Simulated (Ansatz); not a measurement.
## Si: a changed input and its effect

System: Si (Fd-3m, 2 atoms in the cell).
Method of the first run: Kohn-Sham DFT of a periodic cell, PBE, Ansatz PAW, no spin polarisation (Ansatz 0.2.0).

The structure derives from a Materials Project entry. Text and figures count atoms from 1; the logs count them from 0 in places.

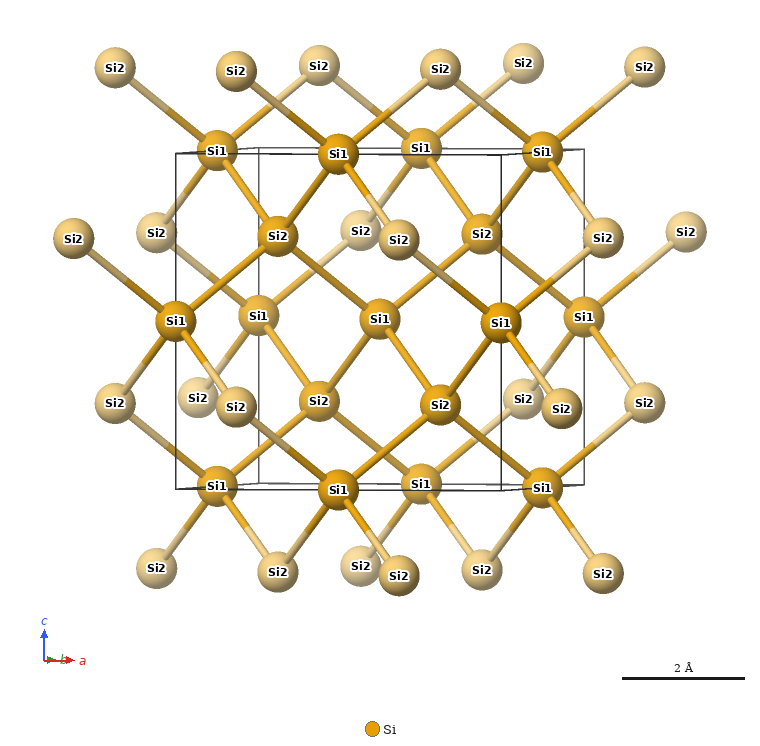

The input geometry (ball-and-stick view of the cell 4 times as large as that of the calculation, set on its symmetry axes, seen at an oblique angle; neighbours outside the cell are drawn fainter; atoms are numbered from 1 in the order of the input). Near neighbours in the crystal (not all of them lie inside the picture): Si has 4 Si at 2.39 Å.

### Input, the first run
```yaml
crystal:
  lattice:
    - [0.0, 2.7576691254, 2.7576691254]
    - [2.7576691254, 0.0, 2.7576691254]
    - [2.7576691254, 2.7576691254, 0.0]
  atoms:
    - { symbol: Si, position: [0.5, 0.5, 0.5] }
    - { symbol: Si, position: [0.75, 0.75, 0.75] }
hamiltonian:
  xc: pbe
  pseudopotentials: { kind: paw }
kpoints:
  mp_grid: { grid: [8, 8, 8] }
scf:
  occupations: { method: fermi_dirac, width: 0.05 }
output:
  forces: true
  stress: true
  eigenvalues: true
```

Command:
```bash
ansatz run input.yaml --threads 2 --pin off --max-ram 5120MiB --backend cpu --events-out ev --progress --plain --runs-dir out
```

Hardware: 2 threads of Arm Neoverse V1, 24 GiB of memory available, shared host.

### Output, shortened to warnings, some set-up lines, iterations and results (the first run)
```
Basis set: ecut = 420 eV, 869 PW (Γ), exchange–correlation on 54×54×54 points (8 copies of the dense FFT grid, shifted against one another)
Symmetry: 48 space group operations
k-points: 29 of 512
Initial density: superposition of atomic densities (neutral atoms: chi_scale 0, normalization atom), corrected by the library's trained network
[...]
SCF iter   1: F=—  HF=-1271.609415 eV  |F-HF|=—  |Δ(HF+E_count)|=         —  Δρ=1.45e-3  dr2=6.78e-4  ethr=1.77e-3  ⟨swp⟩=6.1  Hψ=2042  notcnv=0
SCF iter   2: F=—  HF=-1271.609729 eV  |F-HF|=—  |Δ(HF+E_count)|=   3.13e-4  Δρ=5.78e-4  dr2=9.45e-5  ethr=8.48e-6  ⟨swp⟩=1.9  Hψ=544  notcnv=0
SCF iter   3: F=—  HF=-1271.609764 eV  |F-HF|=—  |Δ(HF+E_count)|=   3.57e-5  Δρ=1.04e-4  dr2=2.95e-6  ethr=1.18e-6  ⟨swp⟩=2.0  Hψ=336  notcnv=0
SCF iter   4: F=-1271.609766 eV  HF=-1271.609766 eV  |F-HF|=1.75e-8  |Δ(HF+E_count)|=   2.09e-6  Δρ=6.22e-6  dr2=5.67e-9  ethr=3.69e-8  ⟨swp⟩=2.1  Hψ=350  notcnv=0
SCF iter   5: F=-1271.609766 eV  HF=-1271.609766 eV  |F-HF|=1.59e-12  |Δ(HF+E_count)|=   1.94e-8  Δρ=5.07e-7  dr2=6.76e-11  ethr=7.09e-11  ⟨swp⟩=2.0  Hψ=351  notcnv=0
SCF iter   6: F=-1271.609766 eV  HF=-1271.609766 eV  |F-HF|=1.14e-12  |Δ(HF+E_count)|=  8.41e-12  Δρ=1.43e-7  dr2=4.91e-12  ethr=1.00e-12  ⟨swp⟩=1.0  Hψ=601  notcnv=0
SCF 1 converged in 6 iterations: F = -1271.609766 eV  dr2 = 4.91e-12
SCF converged after 6 iterations
Free energy (F): -1271.609766 eV
Harris-Foulkes:  -1271.609766 eV  (|F-HF|=1.14e-12)
Internal energy: -1271.609751 eV  (E = F + TS)
E sigma→0 (E₀):  -1271.609759 eV
Entropy (-TS):   -0.000015 eV (-0.008 meV/atom)
Fermi energy:    6.077142 eV
--- Per-component energies (eV) ---
  E_band       = 6.570875
  E_kinetic    = 79.367184
  E_local      = -57.675342  (includes V_loc(G=0)·N_el)
  E_nonlocal   = 51.446183
  E_hartree    = 15.488007
  E_xc         = -109.770783
  E_vxc        = -92.692383  (∫ρ·V_xc dr)
  E_paw        = -1025.440245  (= ΣΔE_a)
  E_vpaw       = -4.850785  (= ΣTr[D̂ρ^β])
  E_aug_tail   = 0.000013  (compensation charges beyond the density's cutoff)
  E_ewald      = -225.024769
  E_smearing   = -0.000015  (= −TS)
  E_closure    = 0.000000  (closes the sum)
  Σ components = -1271.609766   (vs F -1271.609766, Δ=0.00e0)
--- Forces (eV/Å), atoms counted from 1 ---
  atom   1  Si     0.00000000    -0.00000000    -0.00000000
  atom   2  Si     0.00000000    -0.00000000     0.00000000
  max |Σ_I F_I| component: 6.48e-17 eV/Å
--- Stress (GPa, compression-positive) ---
       -2.071957       0.000000      -0.000000
        0.000000      -2.071957      -0.000000
        0.000000       0.000000      -2.071957
  P = ⅓ Tr σ = -2.0720 GPa (-20.720 kbar)
```

The input of the second run differs as follows (lines with − go, lines with + come):
```diff
-  xc: pbe
+  xc: blyp
+  dispersion: d3bj
```

Predict how the results change.

The total energies belong to different models, so their difference says nothing on which is more stable or more accurate. The gap on the mesh goes from 0.69 to 0.89 eV. The pressure goes from −2.07 to −4.03 GPa. The functional changes from PBE to BLYP. The number of SCF iterations is the same.

### Output, shortened to warnings, some set-up lines, iterations and results (the second run)
```
Basis set: ecut = 420 eV, 869 PW (Γ), exchange–correlation on 54×54×54 points (8 copies of the dense FFT grid, shifted against one another)
Symmetry: 48 space group operations
k-points: 29 of 512
Initial density: superposition of atomic densities (neutral atoms: chi_scale 0, normalization atom), corrected by the library's trained network
[...]
SCF iter   1: F=—  HF=-1280.276039 eV  |F-HF|=—  |Δ(HF+E_count)|=         —  Δρ=5.93e-3  dr2=2.32e-2  ethr=1.77e-3  ⟨swp⟩=6.1  Hψ=2072  notcnv=0
SCF iter   2: F=—  HF=-1280.266956 eV  |F-HF|=—  |Δ(HF+E_count)|=   9.08e-3  Δρ=2.02e-3  dr2=2.43e-3  ethr=2.89e-4  ⟨swp⟩=2.1  Hψ=587  notcnv=0
SCF iter   3: F=—  HF=-1280.265976 eV  |F-HF|=—  |Δ(HF+E_count)|=   9.81e-4  Δρ=1.84e-4  dr2=8.02e-6  ethr=3.03e-5  ⟨swp⟩=2.4  Hψ=350  notcnv=0
SCF iter   4: F=—  HF=-1280.265988 eV  |F-HF|=—  |Δ(HF+E_count)|=   1.22e-5  Δρ=2.62e-5  dr2=1.91e-7  ethr=1.00e-7  ⟨swp⟩=2.3  Hψ=348  notcnv=0
SCF iter   5: F=-1280.265988 eV  HF=-1280.265988 eV  |F-HF|=5.82e-9  |Δ(HF+E_count)|=   2.37e-8  Δρ=6.11e-6  dr2=6.73e-9  ethr=2.38e-9  ⟨swp⟩=1.0  Hψ=232  notcnv=0
SCF iter   6: F=-1280.265988 eV  HF=-1280.265988 eV  |F-HF|=1.21e-11  |Δ(HF+E_count)|=   6.73e-9  Δρ=1.96e-7  dr2=7.84e-12  ethr=8.41e-11  ⟨swp⟩=2.2  Hψ=859  notcnv=0
SCF 1 converged in 6 iterations: F = -1280.265988 eV  dr2 = 7.84e-12
SCF converged after 6 iterations
Free energy (F): -1280.265988 eV
Harris-Foulkes:  -1280.265988 eV  (|F-HF|=1.21e-11)
Internal energy: -1280.265985 eV  (E = F + TS)
E sigma→0 (E₀):  -1280.265987 eV
Entropy (-TS):   -0.000002 eV (-0.001 meV/atom)
Fermi energy:    6.562238 eV
--- Per-component energies (eV) ---
  E_band       = 10.111744
  E_kinetic    = 80.475152
  E_local      = -61.117199  (includes V_loc(G=0)·N_el)
  E_nonlocal   = 53.636368
  E_hartree    = 16.384012
  E_xc         = -108.042890
  E_vxc        = -89.994934  (∫ρ·V_xc dr)
  E_paw        = -1035.272371  (= ΣΔE_a)
  E_vpaw       = -5.655666  (= ΣTr[D̂ρ^β])
  E_aug_tail   = 0.000012  (compensation charges beyond the density's cutoff)
  E_ewald      = -225.024769
  E_disp       = -1.333195  (pairwise vdW)
  E_core_change = 0.028896  (= ΣΔE_core)
  E_smearing   = -0.000002  (= −TS)
  E_closure    = -0.000000  (closes the sum)
  Σ components = -1280.265988   (vs F -1280.265988, Δ=0.00e0)
--- Forces (eV/Å), atoms counted from 1 ---
  atom   1  Si     0.00000000    -0.00000000    -0.00000000
  atom   2  Si    -0.00000000    -0.00000000    -0.00000000
  max |Σ_I F_I| component: 5.78e-17 eV/Å
--- Stress (GPa, compression-positive) ---
       -4.032928      -0.000000      -0.000000
        0.000000      -4.032928       0.000000
       -0.000000      -0.000000      -4.032928
  P = ⅓ Tr σ = -4.0329 GPa (-40.329 kbar)
```

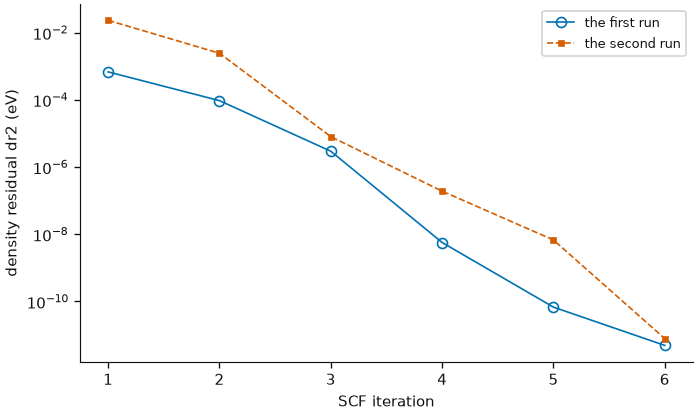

Convergence of the two runs: density residual dr2 against the SCF iteration. The first run takes 6 iterations in all, and the second run takes 6.

### The two runs side by side

| quantity | the first run | the second run |
| --- | --- | --- |
| outcome | converged | converged |
| free energy per atom (eV) | −635.8049 | −640.1330 |
| gap on the mesh (eV) | 0.69 | 0.89 |
| pressure (GPa) | −2.07 | −4.03 |
| largest force (eV/Å) | 0.000 | 0.000 |
| SCF iterations | 6 | 6 |
| irreducible k-points | 29 | 29 |
| plane waves at Γ | 869 | 869 |
| wall time (shared host) | 0.53 s | 0.59 s |

For the second run: Points of doubt noted for this run: forces on files of another functional.
